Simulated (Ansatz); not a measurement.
Start from this file.

```
Mg S
1.0
     5.65178    0.00000    0.00000
     0.00000    5.65178    0.00000
     0.00000    0.00000    5.65178
Mg S
4 4
Cartesian
  0.0000 0.0000 0.0000
  0.0000 2.8259 2.8259
  2.8259 0.0000 2.8259
  2.8259 2.8259 0.0000
  1.4129 1.4129 1.4129
  1.4129 4.2388 4.2388
  4.2388 1.4129 4.2388
  4.2388 4.2388 1.4129
```

### Say what kind of structure these coordinates give.

The compound is MgS. The atoms follow space group F-43m (No. 216); the Bravais lattice is face-centred cubic. The prototype is zinc blende (sphalerite type). With Z = 4, the cell contains 4 Mg, 4 S. The polyhedra are MgS4 tetrahedra; they share corners. Each Mg atom is coordinated by four S in a tetrahedral arrangement at 2.45 Å. The coordination shell of S holds four Mg in a tetrahedral arrangement at 2.45 Å. The bonds build a three-dimensional framework.

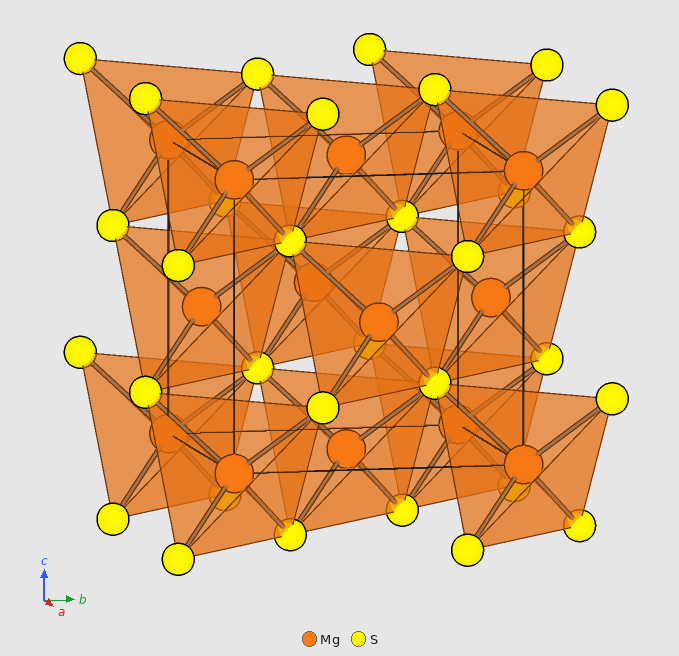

Structure drawing (polyhedral), viewed slightly off an axis. The wireframe shows the conventional unit cell. A few atoms beyond the faces are included.

Provenance: a structure listed in the Materials Project. The picture shows the end point of a geometry optimisation with DFT PBEsol, scalar-relativistic, plane waves, PAW (Ansatz).
